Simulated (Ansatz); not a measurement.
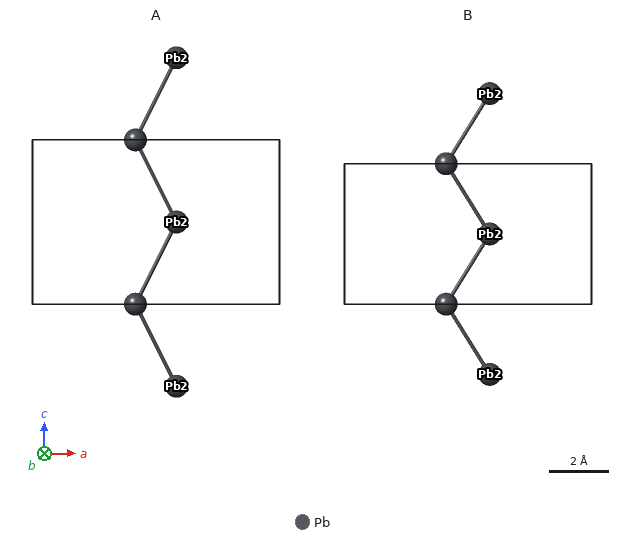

Two geometries of a wire of composition Pb, drawn at one scale. One is the start of a relaxation, the other its converged end. The picture is a ball-and-stick view of the cell of the calculation, with the vacuum cut short, seen along the b axis.

All numbers below come from DFT PBEsol, scalar-relativistic, plane waves, PAW (Ansatz). (plane-wave cutoff 420 eV; k-point mesh 1 × 1 × 12; occupations gaussian; smearing width 0.05 eV; collinear spin; cell relaxed at fixed a, b, alpha, beta, gamma; force threshold 0.01 eV/Å; at most 45 steps)

> Which of the two is the end point?

Structure B is the relaxed one. Case: zigzag chain of atoms. The largest moves relative to the layer's centre, 0.043 Å, are those of Pb atoms. Along the periodic axis the drawn cell goes c 5.652 → 4.831 Å (−14.5 %). Some distances before and after: Pb–Pb 3.159 → 2.843 Å. Among the angles between lasting bonds that change: Pb–Pb–Pb 126.9° → 116.4°. Over 4 accepted moves (5 points after the start) the energy falls by 0.461 eV per cell of the calculation. Largest force component: 0.57 eV/Å at the start, 0.0092 eV/Å at the end. The SCF was repeated once at an unchanged geometry on a basis and grid sized afresh for the cell, which shifted the energy by 0.6 meV per cell of the calculation at most. The program noted that the starting moments weren't kept.

Limits of the set-up: the k-point mesh is coarse for a cell with partly filled bands.
